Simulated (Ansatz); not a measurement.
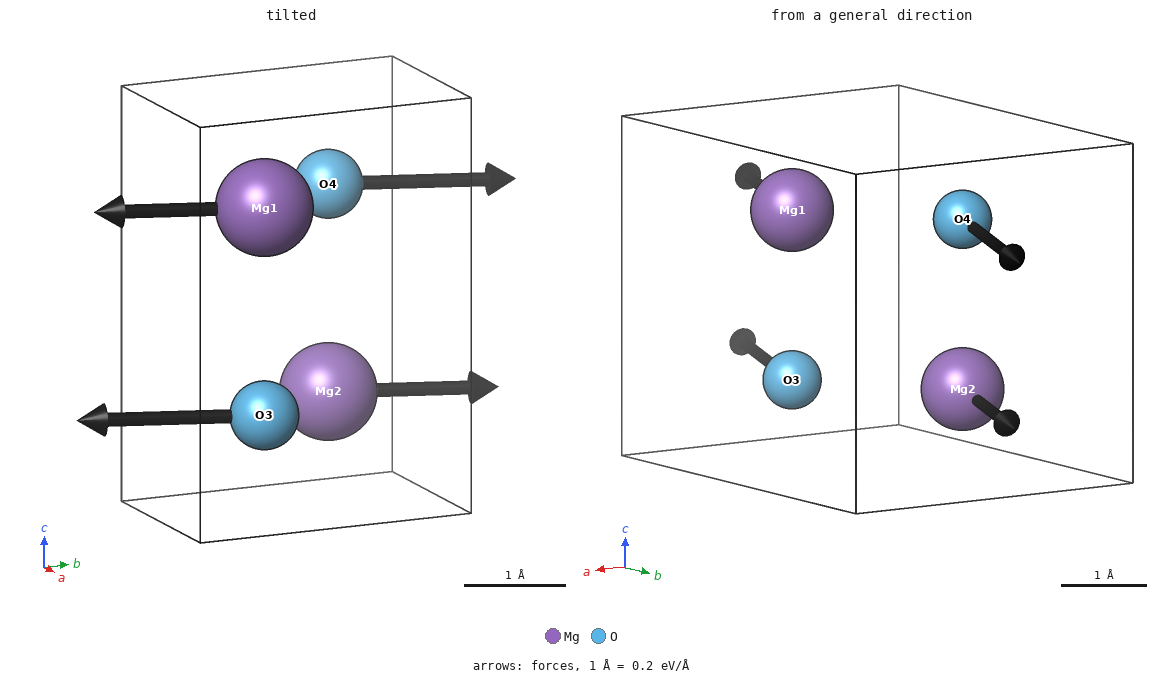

Shown here is a spheres-only view of the crystal, taken slightly off an axis and from a general direction. The simulation cell is outlined; an atom on or near a face, edge or corner is repeated at each equivalent position. The arrows are the computed forces on the atoms.

System: MgO. Level of theory: DFT PBE, scalar-relativistic, plane waves, PAW in Ansatz 0.2.0. Settings were a basis cut at 420 eV, a 6×6×6 mesh of k-points, Gaussian smearing of 0.05 eV, no spin polarisation.

Are the forces small enough to call this converged?

No. The atoms still feel forces of up to about 0.32 eV/Å, far above a usual threshold of 0.01 to 0.03 eV/Å.

Which atom carries the strongest force?

O3 and O4, about 0.32 eV/Å.

State the average force for each kind of atom.

Mean magnitudes: about Mg 0.26 eV/Å, O 0.32 eV/Å.

It goes back to a structure listed in the Materials Project. The cell was then strained or its atoms displaced on purpose. Ansatz was used for an electronic-structure calculation on it.
